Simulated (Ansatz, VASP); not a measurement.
# InP (InP(110)): VASP beside Ansatz

Wanted: the spread between two codes on one cell, functional and k mesh. The structure shown is the end of the VASP relaxation below.

Program: Ansatz 0.2.0. Level of theory: plane waves, with VASP 6.6.1 beside it; single point at PBE and band structure at PBE. Results are calculated unless marked as measured.

**1. Set-up**

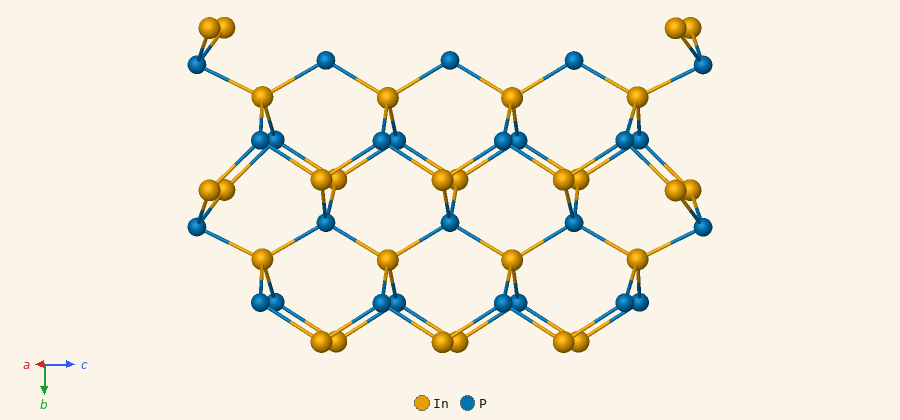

The cell as given, from the side, with the c axis across the page (indium orange, phosphorus blue). 1×2×1 cells are drawn. Some periodic images of atoms are drawn too.

The cell holds 18 atoms: 9 In and 9 P. Cell: a = 4.072 Å, b = 5.759 Å, c = 33.535 Å, α = 90.0°, β = 90.0°, γ = 90.0°. It derives from InP. As first built, before any earlier steps moved the atoms: 9 layers, strained by -4 % in the plane. Vacuum lies along c.

**2. VASP: relaxation, PBE**

This run makes the geometry at which the two programs are then compared.

Lines of VASP's logs that name or quote its potential files are left out, and so is its time.

Contents of INCAR:

```
SYSTEM = InP
PREC = Normal
ENCUT = 320
EDIFF = 1E-05
NELM = 120
ISMEAR = 0
SIGMA = 0.03
LREAL = Auto
ALGO = Fast
GGA = PE
NBANDS = 54
LORBIT = 11
LWAVE = .FALSE.
LCHARG = .FALSE.
KPAR = 2
NCORE = 2
IBRION = 2
NSW = 60
ISIF = 2
EDIFFG = -0.03
POTIM = 0.4
MAXMIX = 40
IDIPOL = 3
LDIPOL = .TRUE.
DIPOL = 0.5 0.5 0.5
```

Contents of POSCAR:

```
InP
1.0
    4.0721121061      0.0000000000      0.0000000000
    0.0000000000      5.7588361680      0.0000000000
    0.0000000000      0.0000000000     33.5346757296
In P
9 9
Direct
    0.0000000000      0.0000000000      0.2385590400
    0.5000000000      0.5000000000      0.3039192800
    0.0000000000      0.0000000000      0.3692795200
    0.5000000000      0.5000000000      0.4346397600
    0.0000000000      0.0000000000      0.5000000000
    0.5000000000      0.5000000000      0.5653602400
    0.0000000000      0.0000000000      0.6307204800
    0.5000000000      0.5000000000      0.6960807200
    0.0000000000      0.0000000000      0.7614409600
    0.0000000000      0.7500000000      0.3039192800
    0.5000000000      0.2500000000      0.2385590400
    0.0000000000      0.7500000000      0.4346397600
    0.5000000000      0.2500000000      0.3692795200
    0.0000000000      0.7500000000      0.5653602400
    0.5000000000      0.2500000000      0.5000000000
    0.0000000000      0.7500000000      0.6960807200
    0.5000000000      0.2500000000      0.6307204800
    0.5000000000      0.2500000000      0.7614409600
```

Contents of KPOINTS:

```
Automatic mesh
0
Gamma
6 4 1
0 0 0
```

The projector-augmented-wave data sets are In and P (PBE family, release 64).

Started as:

```sh
> mpirun -np 4 vasp_std
```

Numbers of over 12 decimals in the logs are rounded to 6 here.

Log:

```text
[banner, memory and clock lines left out]
running    4 mpi-ranks, on    1 nodes
 distrk:  each k-point on    2 cores,    2 groups
 distr:  one band on    2 cores,    1 groups

 POSCAR found type information on POSCAR InP
 POSCAR found :  2 types and      18 ions
 LDA part: xc-table for (Slater+PW92), standard interpolation
 POSCAR, INCAR and KPOINTS ok, starting setup
 FFT: planning ... GRIDC
 FFT: planning ... GRID_SOFT
 FFT: planning ... GRID
 WAVECAR not read
 entering main loop
       N       E                     dE             d eps       ncg     rms          rms(c)
DAV:   1     0.304721873357E+03    0.30472E+03   -0.18135E+04  1312   0.679E+02
DAV:   2    -0.366586742576E+02   -0.34138E+03   -0.32831E+03  1672   0.148E+02
DAV:   3    -0.747146893380E+02   -0.38056E+02   -0.37597E+02  1584   0.511E+01
DAV:   4    -0.763253862364E+02   -0.16107E+01   -0.16038E+01  1776   0.121E+01
DAV:   5    -0.763809742156E+02   -0.55588E-01   -0.55550E-01  1686   0.216E+00    0.174E+01
RMM:   6    -0.720502508491E+02    0.43307E+01   -0.63037E+00  1296   0.527E+00    0.991E+00
RMM:   7    -0.716763205622E+02    0.37393E+00   -0.66751E+00  1296   0.523E+00    0.310E+00
RMM:   8    -0.715331393276E+02    0.14318E+00   -0.12598E+00  1296   0.287E+00    0.864E-01
RMM:   9    -0.715014441505E+02    0.31695E-01   -0.98800E-02  1322   0.104E+00    0.462E-01
RMM:  10    -0.715054026244E+02   -0.39585E-02   -0.38416E-02  1538   0.500E-01    0.409E-01
RMM:  11    -0.715061088607E+02   -0.70624E-03   -0.12508E-02  1296   0.281E-01    0.181E-01
RMM:  12    -0.715057290854E+02    0.37978E-03   -0.16998E-03  1337   0.135E-01    0.980E-02
RMM:  13    -0.715057757234E+02   -0.46638E-04   -0.41523E-04  1546   0.606E-02    0.123E-01
RMM:  14    -0.715059108156E+02   -0.13509E-03   -0.14835E-04  1293   0.299E-02    0.104E-01
RMM:  15    -0.715062745926E+02   -0.36378E-03   -0.52716E-04  1300   0.485E-02    0.687E-02
RMM:  16    -0.715063851661E+02   -0.11057E-03   -0.10274E-04  1151   0.231E-02    0.731E-02
RMM:  17    -0.715064720655E+02   -0.86899E-04   -0.31377E-05   953   0.131E-02    0.733E-02
RMM:  18    -0.715065164468E+02   -0.44381E-04   -0.27657E-05   933   0.118E-02    0.759E-02
RMM:  19    -0.715065730445E+02   -0.56598E-04   -0.13022E-05   903   0.706E-03    0.822E-02
RMM:  20    -0.715065965868E+02   -0.23542E-04   -0.83750E-06   879   0.613E-03    0.926E-02
RMM:  21    -0.715066254675E+02   -0.28881E-04   -0.47891E-06   863   0.484E-03    0.103E-01
RMM:  22    -0.715066528671E+02   -0.27400E-04   -0.38566E-06   780   0.415E-03    0.115E-01
RMM:  23    -0.715066610068E+02   -0.81397E-05   -0.13241E-06   632   0.313E-03
   1 F= -.71506661E+02 E0= -.71506661E+02  d E =-.715067E+02
[... from here on, the cycles between the ionic steps are left out ...]
   2 F= -.71876034E+02 E0= -.71876034E+02  d E =-.369373E+00
  13 F= -.72836814E+02 E0= -.72836814E+02  d E =-.574453E-02
  14 F= -.72839312E+02 E0= -.72839312E+02  d E =-.249800E-02
  15 F= -.72839642E+02 E0= -.72839642E+02  d E =-.282806E-02
  16 F= -.72841582E+02 E0= -.72841582E+02  d E =-.194049E-02
  17 F= -.72841918E+02 E0= -.72841918E+02  d E =-.227641E-02
  18 F= -.72841798E+02 E0= -.72841798E+02  d E =-.215664E-02
  19 F= -.72842028E+02 E0= -.72842028E+02  d E =-.238597E-02
  20 F= -.72843121E+02 E0= -.72843121E+02  d E =-.109320E-02
  21 F= -.72843364E+02 E0= -.72843364E+02  d E =-.133618E-02
  22 F= -.72843114E+02 E0= -.72843114E+02  d E =-.108680E-02
  23 F= -.72843403E+02 E0= -.72843403E+02  d E =-.137492E-02
 curvature:  -0.36 expect dE=-0.133E-03 dE for cont linesearch -0.455E-06
 trial: gam= 0.52890 g(F)=  0.371E-03 g(S)=  0.000E+00 ort = 0.566E-04 (trialstep = 0.251E+01)
 search vector abs. value=  0.114E-02
 bond charge predicted
       N       E                     dE             d eps       ncg     rms          rms(c)
DAV:   1    -0.728435399306E+02   -0.14343E-03   -0.77942E-02  1296   0.785E-01    0.141E-01
RMM:   2    -0.728439078302E+02   -0.36790E-03   -0.45900E-03  1296   0.233E-01    0.850E-02
RMM:   3    -0.728439706011E+02   -0.62771E-04   -0.81671E-04  1310   0.106E-01    0.439E-02
RMM:   4    -0.728440102498E+02   -0.39649E-04   -0.22378E-04  1436   0.522E-02    0.232E-02
RMM:   5    -0.728440236652E+02   -0.13415E-04   -0.40677E-05  1088   0.213E-02    0.197E-02
RMM:   6    -0.728440244317E+02   -0.76649E-06   -0.73958E-06   864   0.992E-03
  24 F= -.72844024E+02 E0= -.72844024E+02  d E =-.621849E-03
 trial-energy change:   -0.000622  1 .order   -0.000605   -0.001006   -0.000205
 step:   3.1520(harm=  3.1520)  dis= 0.00637  next Energy=   -72.844034 (dE=-0.632E-03)
 reached required accuracy - stopping structural energy minimisation
```

OUTCAR, selected parts (step 2):

```text
ion  position               nearest neighbor table
   1  0.000  0.000  0.239-  11 2.49  11 2.49  10 2.62
   2  0.500  0.500  0.304-  10 2.49  10 2.49  13 2.62  11 2.62
   3  0.000  0.000  0.369-  13 2.49  13 2.49  10 2.62  12 2.62
   4  0.500  0.500  0.435-  12 2.49  12 2.49  15 2.62  13 2.62
   5  0.000  0.000  0.500-  15 2.49  15 2.49  12 2.62  14 2.62
   6  0.500  0.500  0.565-  14 2.49  14 2.49  15 2.62  17 2.62
   7  0.000  0.000  0.631-  17 2.49  17 2.49  16 2.62  14 2.62
   8  0.500  0.500  0.696-  16 2.49  16 2.49  17 2.62  18 2.62
   9  0.000  0.000  0.761-  18 2.49  18 2.49  16 2.62
  10  0.000  0.750  0.304-   2 2.49   2 2.49   3 2.62   1 2.62
  11  0.500  0.250  0.239-   1 2.49   1 2.49   2 2.62
  12  0.000  0.750  0.435-   4 2.49   4 2.49   5 2.62   3 2.62
  13  0.500  0.250  0.369-   3 2.49   3 2.49   2 2.62   4 2.62
  14  0.000  0.750  0.565-   6 2.49   6 2.49   5 2.62   7 2.62
  15  0.500  0.250  0.500-   5 2.49   5 2.49   6 2.62   4 2.62
  16  0.000  0.750  0.696-   8 2.49   8 2.49   7 2.62   9 2.62
  17  0.500  0.250  0.631-   7 2.49   7 2.49   8 2.62   6 2.62
  18  0.500  0.250  0.761-   9 2.49   9 2.49   8 2.62

  LATTYP: Found a simple orthorhombic cell.
 ALAT       =     4.0721121061
 B/A-ratio  =     1.4142135624
 C/A-ratio  =     8.2352044482

 Subroutine GETGRP returns: Found  4 space group operations
 (whereof  4 operations were pure point group operations)

The static configuration has the point symmetry C_2v.

 Found     12 irreducible k-points:

   k-points           NKPTS =     12   k-points in BZ     NKDIM =     12   number of bands    NBANDS=     54

   dimension x,y,z NGX =    18 NGY =   28 NGZ =  150
   dimension x,y,z NGXF=    36 NGYF=   56 NGZF=  300

   ENCUT  =  320.0 eV  23.52 Ry    4.85 a.u.   5.94  8.40 48.91*2*pi/ulx,y,z

   NELECT =      72.0000    total number of electrons

 k-points in reciprocal lattice and weights: Automatic mesh
   0.00000000  0.00000000  0.00000000       0.042
   0.16666667  0.00000000  0.00000000       0.083
   0.33333333  0.00000000  0.00000000       0.083
   0.50000000  0.00000000  0.00000000       0.042
   0.00000000  0.25000000  0.00000000       0.083
   0.16666667  0.25000000  0.00000000       0.167
   0.33333333  0.25000000  0.00000000       0.167
   0.50000000  0.25000000  0.00000000       0.083
   0.00000000  0.50000000  0.00000000       0.042
   0.16666667  0.50000000  0.00000000       0.083
   0.33333333  0.50000000  0.00000000       0.083
   0.50000000  0.50000000  0.00000000       0.042

 dipolmoment           0.000000      0.000000      0.000000 electrons x Angstroem

 average (electrostatic) potential at core
       1 -42.1868       2 -41.9533       3 -41.9280       4 -41.9465       5 -41.9160
       6 -41.9465       7 -41.9280       8 -41.9533       9 -42.1868      10 -87.8195
      11 -87.5975      12 -87.7442      13 -87.7274      14 -87.7442      15 -87.7304
      16 -87.8195      17 -87.7274      18 -87.5975

 E-fermi :   0.4126

 k-point     1 :       0.0000    0.0000    0.0000
  band No.  band energies     occupation
    ...
     32      -0.2854      2.00000
     33      -0.0856      2.00000
     34      -0.0105      2.00000
     35       0.1814      2.00000
     36       0.2770      2.00000
     37       0.9882      0.00000
     38       1.5233      0.00000
     39       1.5868      0.00000
     40       2.1493      0.00000
     41       2.3390      0.00000
    ...

 k-point     2 :       0.1667    0.0000    0.0000
  band No.  band energies     occupation
    ...
     32      -0.8269      2.00000
     33      -0.6549      2.00000
     34      -0.6042      2.00000
     35      -0.3699      2.00000
     36      -0.3337      2.00000
     37       1.6876      0.00000
     38       1.7640      0.00000
     39       2.0275      0.00000
     40       2.3508      0.00000
     41       2.8198      0.00000
    ...

 k-point     3 :       0.3333    0.0000    0.0000
  band No.  band energies     occupation
    ...
     32      -1.3642      2.00000
     33      -1.2367      2.00000
     34      -1.0823      2.00000
     35      -0.8624      2.00000
     36      -0.6813      2.00000
     37       1.6829      0.00000
     38       1.7813      0.00000
     39       2.3220      0.00000
     40       2.3525      0.00000
     41       2.4755      0.00000
    ...

  Total       13.8581644      8.2373870     -0.4962947      0.0000000      0.0000000      0.0000000
  in kB       28.2336957     16.7823004     -1.0111175      0.0000000      0.0000000      0.0000000
  external PRESSURE =      14.6682929 kB  Pullay stress =       0.0000000 kB

  energy-cutoff  :      320.00
  volume of cell :      786.41
      direct lattice vectors                 reciprocal lattice vectors
     4.072112106  0.000000000  0.000000000     0.245572807  0.000000000  0.000000000
     0.000000000  5.758836168  0.000000000     0.000000000  0.173646197  0.000000000
     0.000000000  0.000000000 33.534675730     0.000000000  0.000000000  0.029819880

 POSITION                                       TOTAL-FORCE (eV/Angst)
 -----------------------------------------------------------------------------------
      0.00000      0.28886      8.42526        -0.000000      0.017271      0.002996
      2.03606      2.74249     10.05166        -0.000000      0.014722      0.017920
      0.00000      5.66820     12.43266         0.000000      0.003710     -0.024857
      2.03606      2.77219     14.54337        -0.000000     -0.007022      0.012962
      0.00000      5.67878     16.76734        -0.000000     -0.024842     -0.000000
      2.03606      2.77219     18.99131        -0.000000     -0.007022     -0.012962
      0.00000      5.66820     21.10202         0.000000      0.003710      0.024857
      2.03606      2.74249     23.48301        -0.000000      0.014722     -0.017920
      0.00000      0.28886     25.10942        -0.000000      0.017271     -0.002996
      0.00000      4.27142     10.24535        -0.000000      0.001535      0.003739
      2.03606      1.59758      7.70912        -0.000000      0.003392      0.001926
      0.00000      4.29290     14.59634        -0.000000      0.003058     -0.007246
      2.03606      1.44138     12.32659        -0.000000     -0.021741     -0.004291
      0.00000      4.29290     18.93833        -0.000000      0.003058      0.007246
      2.03606      1.44042     16.76734        -0.000000     -0.005009     -0.000000
      0.00000      4.27142     23.28933        -0.000000      0.001535     -0.003739
      2.03606      1.44138     21.20809        -0.000000     -0.021741      0.004291
      2.03606      1.59758     25.82555        -0.000000      0.003392     -0.001926
 -----------------------------------------------------------------------------------
    total drift:                               -0.000000     -0.091382      0.000006

  FREE ENERGIE OF THE ION-ELECTRON SYSTEM (eV)
  ---------------------------------------------------
  free  energy   TOTEN  =       -72.8440244317 eV

  energy  without entropy=      -72.8440244317  energy(sigma->0) =      -72.84402443

 reached required accuracy - stopping structural energy minimisation

 vacuum level on the upper side and lower side of the slab         5.138         5.138

 total charge
# of ion       s       p       d       tot
------------------------------------------
    1        1.256   1.250   0.187   2.693
    2        1.187   1.413   0.228   2.828
    3        1.189   1.434   0.235   2.858
    4        1.188   1.428   0.235   2.850
    5        1.189   1.447   0.238   2.873
    6        1.188   1.428   0.235   2.850
    7        1.189   1.434   0.235   2.858
    8        1.187   1.413   0.228   2.828
    9        1.256   1.250   0.187   2.693
   10        1.039   1.482   0.000   2.521
   11        1.087   1.382   0.000   2.469
   12        1.036   1.490   0.000   2.526
   13        1.038   1.477   0.000   2.515
   14        1.036   1.490   0.000   2.526
   15        1.037   1.484   0.000   2.521
   16        1.039   1.482   0.000   2.521
   17        1.038   1.477   0.000   2.515
   18        1.087   1.382   0.000   2.469
--------------------------------------------------
tot         20.266  25.642   2.008  47.916

[... 3 further parts left out ...]
```

CONTCAR:

```
InP
   1.00000000000000
     4.0721121060999996    0.0000000000000000    0.0000000000000000
     0.0000000000000000    5.7588361680000002    0.0000000000000000
     0.0000000000000000    0.0000000000000000   33.5346757296000035
  In              P
     9     9
Direct
     0.0000000000000000    0.0501592473607497    0.2512402569543597
     0.5000000000000000    0.4762224690431501    0.2997393509679884
     0.0000000000000000    0.9842617602093662    0.3707404454996959
     0.5000000000000000    0.4813796668112669    0.4336814280879687
     0.0000000000000000    0.9860988244475022    0.5000000000000000
     0.5000000000000000    0.4813796668112669    0.5663185719120314
     0.0000000000000000    0.9842617602093662    0.6292595545003042
     0.5000000000000000    0.4762224690431501    0.7002606490320115
     0.0000000000000000    0.0501592473607497    0.7487597430456406
     0.0000000000000000    0.7417159750080698    0.3055150199442889
     0.5000000000000000    0.2774137225490499    0.2298851357312501
     0.0000000000000000    0.7454458686339019    0.4352612337735856
     0.5000000000000000    0.2502903846000781    0.3675773437668713
     0.0000000000000000    0.7454458686339019    0.5647387662264142
     0.5000000000000000    0.2501229871212324    0.5000000000000000
     0.0000000000000000    0.7417159750080698    0.6944849800557110
     0.5000000000000000    0.2502903846000781    0.6324226562331289
     0.5000000000000000    0.2774137225490499    0.7701148642687502
```

[end of part 1 of 3]

[Lines on the potential files, build, host, timing and source positions are cut from VASP's logs without a mark.]

[Logs are printed without paths, hosts, clocks, repeated set-up lines and the standing remarks that a program may print on its own settings, such as how far it seeks lower states.]

[Hosts, paths, dates, database ids (printed as entryN), source tags and the programs' standing remarks are cut or masked in the printed files.]
